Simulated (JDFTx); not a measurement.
Single-point calculation at one volume of an equation of state of Na

- system: Na (Im-3m, 1 atom in the cell)
- method: Kohn-Sham DFT of a periodic cell, r2SCAN, SG15-PBE-1.2, no spin polarisation (JDFTx 1.7.0 (patched build))

The structure derives from an entry of the Crystallography Open Database. It belongs to a series of runs on one base structure; here: volume scaled by 1.04.

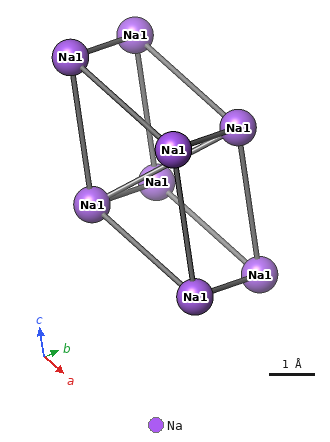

Figure 1. The input geometry (ball-and-stick view of the cell of the calculation, seen slightly off an axis; atoms are numbered from 1 in the order of the input).

Input:
```
lattice Body-Centered Cubic 8.1982906252
coords-type Lattice
ion Na     0.0000000000     0.0000000000     0.0000000000 1

ion-species pseudo/Na.upf
elec-cutoff 40
elec-ex-corr mgga-x-r2scan mgga-c-r2scan
kpoint-folding 9 9 9
elec-smearing Fermi 0.0018374661
elec-n-bands 10
electronic-SCF nIterations 100 energyDiffThreshold 1e-09
electronic-minimize nIterations 30 energyDiffThreshold 1e-7
forces-output-coords Cartesian

dump-name run.$VAR
dump End Ecomponents EigStats BandEigs Kpoints Forces Stress
```

Run as:
```bash
jdftx -c 1 -i Na.in -o Na.out
```

The program's output:
```
*************** JDFTx 1.7.0 (patched build) ***************

Input parsed successfully to the following command list (including defaults):
[... the input with its defaults ...]

---------- Setting up symmetries ----------

Found 48 point-group symmetries of the bravais lattice
Found 48 space-group symmetries with basis
Applied RMS atom displacement 0 bohrs to make symmetries exact.

---------- Initializing the Grid ----------
R =
[     -4.09915      4.09915      4.09915  ]
[      4.09915     -4.09915      4.09915  ]
[      4.09915      4.09915     -4.09915  ]
unit cell volume = 275.512
G =
[  -3.06e-17   0.766402   0.766402  ]
[   0.766402  -3.06e-17   0.766402  ]
[   0.766402   0.766402  -3.06e-17  ]
Minimum fftbox size, Smin = [  44  44  44  ]
Chosen fftbox size, S = [  48  48  48  ]

---------- Exchange Correlation functional ----------
Initialized LibXC exchange functional 'Re-regularized SCAN exchange by Furness et al'
Initialized LibXC correlation functional 'Re-regularized SCAN correlation by Furness et al'

---------- Setting up pseudopotentials ----------
Width of ionic core gaussian charges (only for fluid interactions / plotting) set to 0

Reading pseudopotential file 'pseudo/Na.upf':
  'Na' pseudopotential, 'PBE' functional
  Generated using ONCVPSP code by D. R. Hamann
  9 valence electrons, 0 orbitals, 4 projectors, 602 radial grid points, with lMax = 1
  Core radius for overlap checks: 2.01 bohrs.

Initialized 1 species with 1 total atoms.

Folded 1 k-points by 9x9x9 to 729 k-points.

---------- Setting up k-points, bands, fillings ----------
Reduced to 35 k-points under symmetry.
Computing the number of bands and number of electrons
Calculating initial fillings.
nElectrons:   9.000000   nBands: 10   nStates: 35

----- Setting up reduced wavefunction bases (one per k-point) -----
average nbasis = 3328.693 , ideal nbasis = 3329.078

---------- Setting up ewald sum ----------
Optimum gaussian width for ewald sums = 2.559418 bohr.
Real space sum over 2197 unit cells with max indices [  6  6  6  ]
Reciprocal space sum over 2197 terms with max indices [  6  6  6  ]

---------- Allocating electronic variables ----------
Initializing wave functions:  (No orbitals for LCAO)  bandwidth-limited random numbers

Setting the auxilliary hamiltonian equal to the subspace hamiltonian.

-------- Electronic minimization -----------
Will mix electronic and kinetic density at each iteration.
	FillingsUpdate:  mu: +0.444553751  nElectrons: 9.000000
	FillingsUpdate:  mu: -0.661437311  nElectrons: 9.000000
SCF: Cycle:  0   F: -38.819603936182155   dF: -2.323e+01   |Residual|: 4.396e+00   |deigs|: 2.273e+00
	FillingsUpdate:  mu: -0.499605499  nElectrons: 9.000000
SCF: Cycle:  1   F: -41.246914705955142   dF: -2.427e+00   |Residual|: 7.886e+00   |deigs|: 3.075e-01
	FillingsUpdate:  mu: -0.969924458  nElectrons: 9.000000
SCF: Cycle:  2   F: -40.205461225872632   dF: +1.041e+00   |Residual|: 1.368e+01   |deigs|: 5.820e-01
	FillingsUpdate:  mu: +0.057317397  nElectrons: 9.000000
SCF: Cycle:  3   F: -42.464770790041193   dF: -2.259e+00   |Residual|: 3.691e+00   |deigs|: 1.945e+00
	FillingsUpdate:  mu: -0.640126840  nElectrons: 9.000000
SCF: Cycle:  4   F: -29.768732417555896   dF: +1.270e+01   |Residual|: 5.658e+00   |deigs|: 6.944e-01
	FillingsUpdate:  mu: -101.675535346  nElectrons: 9.000000
SCF: Cycle:  5   F: +55.452501534202703   dF: +8.522e+01   |Residual|: 2.166e+01   |deigs|: 1.121e+02
	FillingsUpdate:  mu: +0.532308613  nElectrons: 9.000000
SCF: Cycle:  6   F: -33.807762123175998   dF: -8.926e+01   |Residual|: 5.816e+00   |deigs|: 1.128e+02
	FillingsUpdate:  mu: +0.027872540  nElectrons: 9.000000
SCF: Cycle:  7   F: -41.515800010215443   dF: -7.708e+00   |Residual|: 5.658e-01   |deigs|: 9.654e-01
	FillingsUpdate:  mu: +0.065033181  nElectrons: 9.000000
SCF: Cycle:  8   F: -42.603302211530412   dF: -1.088e+00   |Residual|: 1.251e+00   |deigs|: 1.854e-01
	FillingsUpdate:  mu: +0.034990523  nElectrons: 9.000000
SCF: Cycle:  9   F: -42.515652889502469   dF: +8.765e-02   |Residual|: 3.037e+00   |deigs|: 2.336e-01
	FillingsUpdate:  mu: +0.047513318  nElectrons: 9.000000
[... 44 further cycles ...]
SCF: Cycle: 54   F: -42.649653926027483   dF: +2.760e-05   |Residual|: 1.123e-01   |deigs|: 8.312e-04
	FillingsUpdate:  mu: +0.061348934  nElectrons: 9.000000
SCF: Cycle: 55   F: -42.650275755342854   dF: -6.218e-04   |Residual|: 1.131e-02   |deigs|: 1.005e-02
	FillingsUpdate:  mu: +0.057321940  nElectrons: 9.000000
SCF: Cycle: 56   F: -42.650417340591893   dF: -1.416e-04   |Residual|: 6.447e-03   |deigs|: 4.608e-03
	FillingsUpdate:  mu: +0.057271666  nElectrons: 9.000000
SCF: Cycle: 57   F: -42.650432238609170   dF: -1.490e-05   |Residual|: 1.202e-03   |deigs|: 1.146e-03
	FillingsUpdate:  mu: +0.057222754  nElectrons: 9.000000
SCF: Cycle: 58   F: -42.650434382181217   dF: -2.144e-06   |Residual|: 5.703e-04   |deigs|: 5.684e-04
	FillingsUpdate:  mu: +0.057245998  nElectrons: 9.000000
SCF: Cycle: 59   F: -42.650434698146967   dF: -3.160e-07   |Residual|: 4.162e-04   |deigs|: 3.568e-04
	FillingsUpdate:  mu: +0.057237499  nElectrons: 9.000000
SCF: Cycle: 60   F: -42.650434713684959   dF: -1.554e-08   |Residual|: 7.483e-05   |deigs|: 1.102e-05
	FillingsUpdate:  mu: +0.057238808  nElectrons: 9.000000
SCF: Cycle: 61   F: -42.650434717781643   dF: -4.097e-09   |Residual|: 3.089e-05   |deigs|: 2.736e-05
	FillingsUpdate:  mu: +0.057240560  nElectrons: 9.000000
SCF: Cycle: 62   F: -42.650434718585579   dF: -8.039e-10   |Residual|: 5.421e-06   |deigs|: 7.622e-06
	FillingsUpdate:  mu: +0.057241018  nElectrons: 9.000000
SCF: Cycle: 63   F: -42.650434718675392   dF: -8.981e-11   |Residual|: 5.853e-06   |deigs|: 2.824e-06
SCF: Converged (|Delta E|<1.000000e-09 for 2 iters).

Setting wave functions to eigenvectors of Hamiltonian

# Stress tensor in Cartesian coordinates [Eh/a0^3]:
[  1.74501e-05            0            0  ]
[            0  1.74501e-05            0  ]
[            0            0  1.74501e-05  ]

# Ionic positions in lattice coordinates:
ion Na   0.000000000000000   0.000000000000000   0.000000000000000 1

# Forces in Cartesian coordinates:
force Na  -0.000000000000000  -0.000000000000000  -0.000000000000000 1

# Energy components:
   Eewald =      -17.9780104711163595
       EH =       17.5747361861253815
     Eloc =      -44.7082048492818984
      Enl =      -12.9773440548465153
      Exc =       -6.3241156706718238
       KE =       21.7626239529483172
-------------------------------------
     Etot =      -42.6503149068429082
       TS =        0.0001198118324843
-------------------------------------
        F =      -42.6504347186753918

IonicMinimize: Iter:   0  F: -42.650434718675392  |grad|_K:  0.000e+00
IonicMinimize: Converged (|grad|_K<1.000000e-04).

Dumping 'run.eigStats' ...
	eMin: -1.995817 at state 0 ( [ +0.000000 +0.000000 +0.000000 ] spin 0 )
	HOMO: +0.053717 at state 22 ( [ +0.111111 +0.444444 -0.333333 ] spin 0 )
	mu  : +0.057241
	LUMO: +0.060755 at state 4 ( [ +0.000000 +0.000000 +0.444444 ] spin 0 )
	eMax: +0.695631 at state 25 ( [ +0.222222 +0.222222 +0.222222 ] spin 0 )
	HOMO-LUMO gap: +0.007039
	Optical gap  : +0.136671 at state 22 ( [ +0.111111 +0.444444 -0.333333 ] spin 0 )
Done!
```

Summary:

```tsv
quantity	value
outcome	converged
space group (tolerance 0.01 Å)	Im-3m (229)
electrons treated	9
free energy	−1160.5775 eV
Fermi energy	1.558 eV
gap on the k-point mesh	none (metallic)
pressure	−0.51 GPa
largest force (length of the vector)	under 0.001 eV/Å
hardware	1 thread of Arm Neoverse V1, 24 GiB of memory available, shared host
wall time	20 min
peak memory	0.11 GiB
```

Points of doubt noted for this run: metagga forces on grid.
